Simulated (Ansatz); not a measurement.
The calculation's input:

```
crystal:
  lattice:
    - [3.5713268686, 0.0, 0.0]
    - [-1.7856634343, 5.6835056484, 0.0]
    - [0.0, 0.0, 23.2119831312]
  atoms:
    - { symbol: S, position: [0.9896050411, 0.9792100822, 0.3231089717] }
    - { symbol: Pt, position: [0.351933136, 0.7038662721, 0.3323188193] }
    - { symbol: S, position: [0.714261231, 0.428522462, 0.341528667] }
    - { symbol: S, position: [0.3415381771, 0.6830763543, 0.4348964254] }
    - { symbol: Pt, position: [0.7038662721, 0.4077325441, 0.4441062731] }
    - { symbol: S, position: [0.066194367, 0.132388734, 0.4533161208] }
    - { symbol: S, position: [0.6934713132, 0.3869426263, 0.5466838792] }
    - { symbol: Pt, position: [0.0557994081, 0.1115988162, 0.5558937269] }
    - { symbol: S, position: [0.4181275031, 0.8362550061, 0.5651035746] }
    - { symbol: S, position: [0.0454044492, 0.0908088984, 0.658471333] }
    - { symbol: Pt, position: [0.4077325441, 0.8154650883, 0.6676811807] }
    - { symbol: S, position: [0.7700606391, 0.5401212782, 0.6768910283] }
basis:
  ecutwfc: 420
kpoints:
  mp_grid: { grid: [10, 6, 1] }
hamiltonian:
  xc: pbesol
scf:
  occupations: { method: gaussian, width: 0.05 }
output:
  forces: true
  eigenvalues: true
  write_density: true
  write_potential: true
  elf: true
  volumetric_format: npy
efield:
  axis: 3
  dipole_correction: true
  ramp_width: 0.04
```

Run with:

```sh
ansatz run input.yaml --threads 2 --pin off --max-ram 5632MiB --backend cpu --events-out ev --progress --plain --runs-dir out
```

Not relaxed (largest force 1.5 eV/Å).

The calculation used Ansatz 0.2.0, DFT PBEsol, scalar-relativistic, plane waves, PAW.

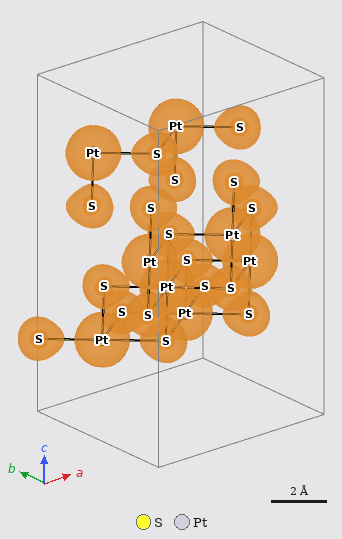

PtS2 (slab). Isosurface of the valence pseudo-density at 0.8 e/Å³ (orange), seen at an oblique angle. Sticks mark near contacts.

**How is the density connected at this value?**

At this value the density breaks into separate islands; it holds about 60 % of the electrons treated as valence (semicore included). It bridges none of the near contacts. It is pinched off along the shortest Pt–S (2.38 Å) contacts. On the grid the lowest density along these lines, outside the cores, is 0.68 e/Å³ (Pt–S, 2.38 Å).
